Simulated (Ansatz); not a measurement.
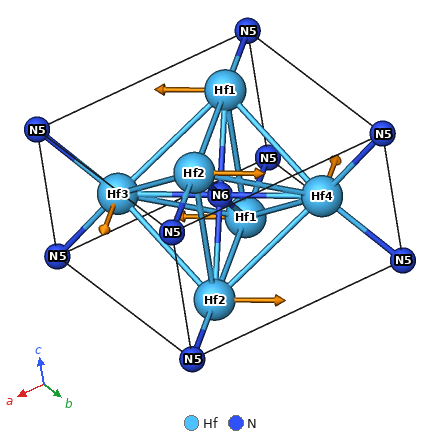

The system is Hf₂N (P4_2/mnm, No. 136; 6 atoms in the cell); the picture shows the reference structure; orange arrows give the pattern of the mode. The energy is mapped over a normal mode and a strain (zone-centre modes of the 6-atom cell of this scan) (x along [1 0 0], y along [0 1 0], z along [0 0 1] of the conventional cell). Coordinates scanned: (1) amplitude of mode 4 (18 cm⁻¹), largest displacement in the unstrained cell; (2) normal strain along x. Nothing is relaxed (the pattern is fixed in fractional coordinates). The scan uses a 5 × 5 grid; 23 points were computed and 2 follow by symmetry. Points are written as (first, second). Energies: eV per cell, counted from the lowest grid point. These are results of Ansatz, DFT LDA, scalar-relativistic, plane waves, PAW, not measurements. Settings: cutoff 520 eV, k-mesh 8×8×12 in the order of the run's cell vectors, gaussian smearing 0.15 eV, no spin polarisation.

Its coordinates:

```yaml
crystal:
  lattice:
    - [5.25216, 0.00000, 0.00000]
    - [0.00000, 5.25216, 0.00000]
    - [0.00000, 0.00000, 3.20058]
  atoms:
    - { symbol: Hf, position: [0.29540, 0.29540, 0.00000] }
    - { symbol: Hf, position: [0.70460, 0.70460, 0.00000] }
    - { symbol: Hf, position: [0.79540, 0.20460, 0.50000] }
    - { symbol: Hf, position: [0.20460, 0.79540, 0.50000] }
    - { symbol: N, position: [0.00000, 0.00000, 0.00000] }
    - { symbol: N, position: [0.50000, 0.50000, 0.50000] }
```

The input of one point:

```yaml
crystal:
  lattice:
    - [5.2521585898, 0.0, 0.0]
    - [0.0, 5.2521585898, 0.0]
    - [0.0, 0.0, 3.2005839592]
  atoms:
    - { symbol: Hf, position: [0.2954034337, 0.2954034337, 0.0] }
    - { symbol: Hf, position: [0.7045965663, 0.7045965663, 0.0] }
    - { symbol: Hf, position: [0.7954034337, 0.2045965663, 0.5] }
    - { symbol: Hf, position: [0.2045965663, 0.7954034337, 0.5] }
    - { symbol: "N", position: [0.0, 0.0, 0.0] }
    - { symbol: "N", position: [0.5, 0.5, 0.5] }
basis:
  ecutwfc: 520.0
kpoints:
  mp_grid: { grid: [8, 8, 12] }
hamiltonian:
  xc: lda
  pseudopotentials: { kind: paw, azcp: { folder: soft_1 } }
scf:
  occupations: { method: gaussian, width: 0.15 }
output:
  forces: true
  stress: true
  eigenvalues: true
```

Range: amplitude of mode 4 (18 cm⁻¹), largest displacement in the unstrained cell from −0.205 to 0.205 Å; normal strain along x from −7.0 to 7.0 %.

Question: What will the energy surface look like?

Answer: The lowest grid point is at (0.000 Å, 0.0 %). No other kind of well shows on this grid. The highest grid point, (0.205 Å, −7.0 %), lies 0.85 eV above the lowest.

```tsv
second ↓, first →	−0.205	−0.102	0.000	0.102	0.205
7.0	0.69	0.52	0.42	0.34	0.31
3.5	0.29	0.17	0.11	0.07	0.08
0.0	0.07	0.01	0.00	0.01	0.07
−3.5	0.08	0.08	0.13	0.19	0.31
−7.0	0.37	0.44	0.55	0.67	0.85
```

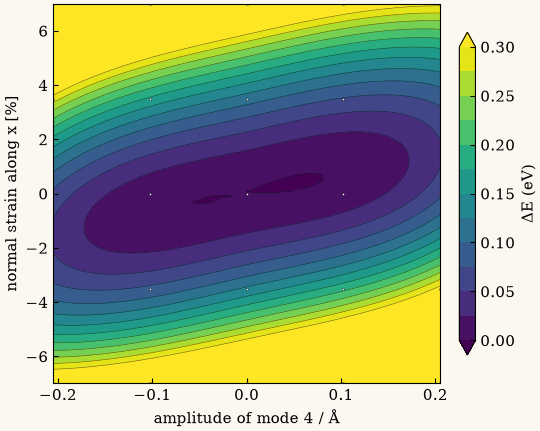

In the figure: filled contours, dots at the grid points, one colour for all values above the top of the scale. Between grid points the surface is interpolated.

Each point was launched as `ansatz run input.yaml --threads 4 --pin off --max-ram 8192MiB --backend cpu --events-out ev --progress --plain --runs-dir out`. The whole map (23 points run) took 19 min on 4 threads of Arm Neoverse N1, with other jobs on the host.
